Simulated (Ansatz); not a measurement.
System ZnSe (space group F-43m, No. 216); source of the atomic positions: a calculation's input that goes back to an entry of the Crystallography Open Database (an earlier step may have relaxed or displaced it).

```xyz
8
Lattice="5.6676 0.0000 0.0000 0.0000 5.6676 0.0000 0.0000 0.0000 5.6676" Properties=species:S:1:pos:R:3 pbc="T T T"
Zn    0.0000    0.0000    0.0000
Se    1.4169    1.4169    1.4169
Zn    0.0000    2.8338    2.8338
Se    1.4169    4.2507    4.2507
Zn    2.8338    0.0000    2.8338
Se    4.2507    1.4169    4.2507
Zn    2.8338    2.8338    0.0000
Se    4.2507    4.2507    1.4169
```

Describe the stacking along [111], with columns A (0, 0), B (1/3, 2/3), C (2/3, 1/3) of the hexagonal mesh spanned by (a − b)/2 and (b − c)/2.

Zn(A) – Se(A) – Zn(B) – Se(B) – Zn(C) – Se(C) (six layers in 9.82 Å).

Se layers alone: ABC, the cubic close-packed type.

Zn: three tetrahedral sites, counted in one hexagonal cell.

Polytype symbol 3C, the symbol of a tetrahedral polytype (number of double layers in the repeat and lattice).

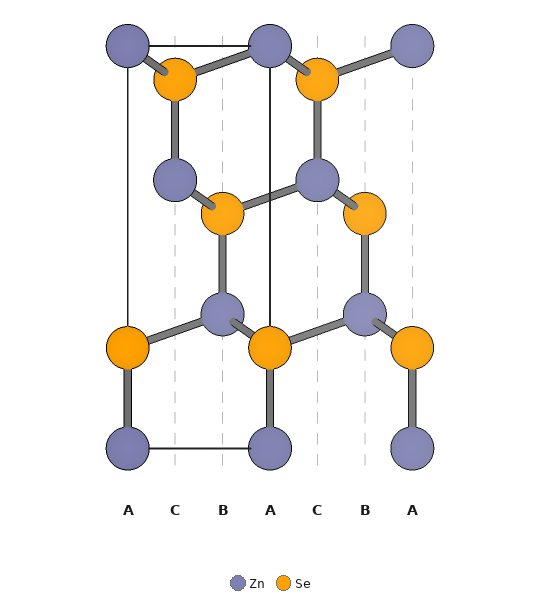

The picture looks along a close-packed row of the hexagonal mesh; [111] points upwards. The dashed lines mark the three columns A (0, 0), B (1/3, 2/3) and C (2/3, 1/3). The box is the hexagonal cell of the face-centred cubic lattice. The sequence starts with the first layer at or above the cell's origin.
